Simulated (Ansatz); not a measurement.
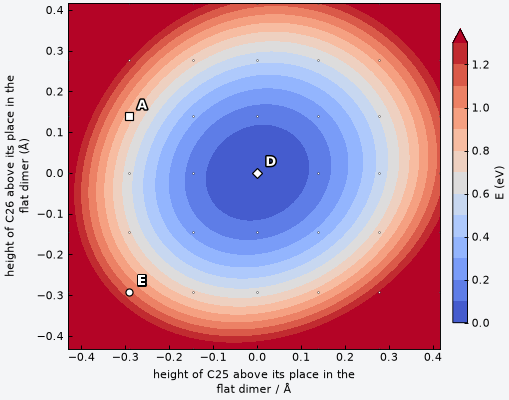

A C(100) slab cut from the Fd-3m phase, its lower face capped with 8 H atoms (36 atoms in the cell). Two atoms of the surface dimers are held at set heights. Coordinates scanned: (1) height of C25 above its place in the flat dimer; (2) height of C26 above its place in the flat dimer. Relaxed at each point: all atoms of the upper layers, but for the two heights. Grid: 7 × 7 points; 28 points were computed and 21 follow by symmetry. Points are written as (first, second). Energies are in eV, from the lowest grid point. These are results of Ansatz 0.2.0, DFT PBE, scalar-relativistic, plane waves, PAW, not measurements. Settings: cutoff 420 eV, k-mesh 5×5×1, gaussian smearing 0.05 eV, no spin polarisation.

The picture shows filled contours, dots at the grid points, one colour for all values above the top of the scale, lettered points. Between grid points the surface is interpolated.

> What kind of point is each of A, D, E: minimum, saddle, maximum or slope?

A: on a slope; D: minimum; E: on a slope. (In these two coordinates alone; a stationary point may lie a little off the grid point.)

> Rank the lettered points by energy, lowest first.

D (0.00 eV), A (0.84 eV), E (1.12 eV).
